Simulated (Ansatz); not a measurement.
Start from this file.

```
CELL_PARAMETERS angstrom
3.79920 0.00000 0.00000
0.00000 3.79920 0.00000
0.00000 0.00000 9.69775
ATOMIC_POSITIONS crystal
Ti 0.00000 0.00000 0.00000
Ti 0.50000 0.00000 0.75000
O 0.50000 0.00000 0.95646
O 0.50000 0.50000 0.70646
O 0.50000 0.00000 0.54354
O 0.00000 0.00000 0.79354
Ti 0.50000 0.50000 0.50000
Ti 0.00000 0.50000 0.25000
O 0.00000 0.50000 0.45646
O 0.00000 0.00000 0.20646
O 0.00000 0.50000 0.04354
O 0.50000 0.50000 0.29354
```

### Say what kind of structure these coordinates give.

The formula is TiO2. The atoms follow space group I4_1/amd (No. 141); the Bravais lattice is body-centred tetragonal. Type of structure: anatase. The cell has 12 atoms, namely 4 Ti, 8 O. The coordination shell of Ti holds six O at 1.95 to 2.00 Å. O is linked to three Ti at 1.95 to 2.00 Å. Not all metal-metal contacts are counted. The bonds build a three-dimensional framework.

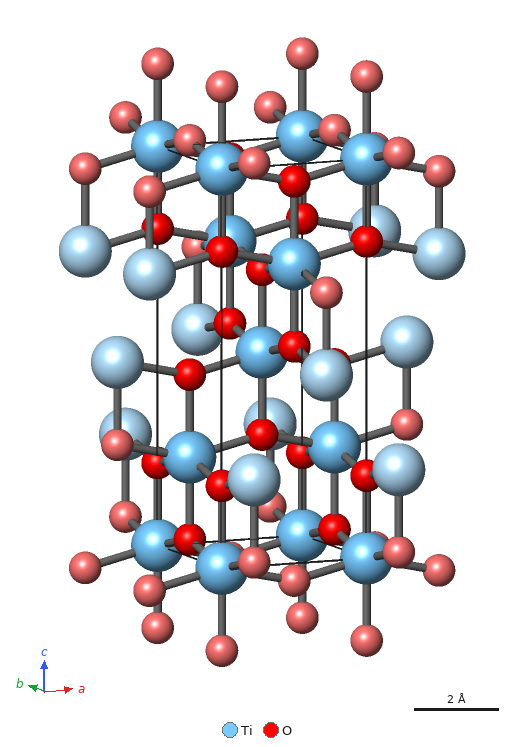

A ball-and-stick rendering, viewed slightly off an axis. The wireframe shows the conventional unit cell. Every bond is drawn to its end, so some atoms lie outside the box, in fainter colours. Colours: titanium blue, oxygen red.

The structure was taken from a structure listed in the Materials Project. The atoms were relaxed in a fixed cell with DFT PBE, scalar-relativistic, plane waves, PAW in Ansatz.
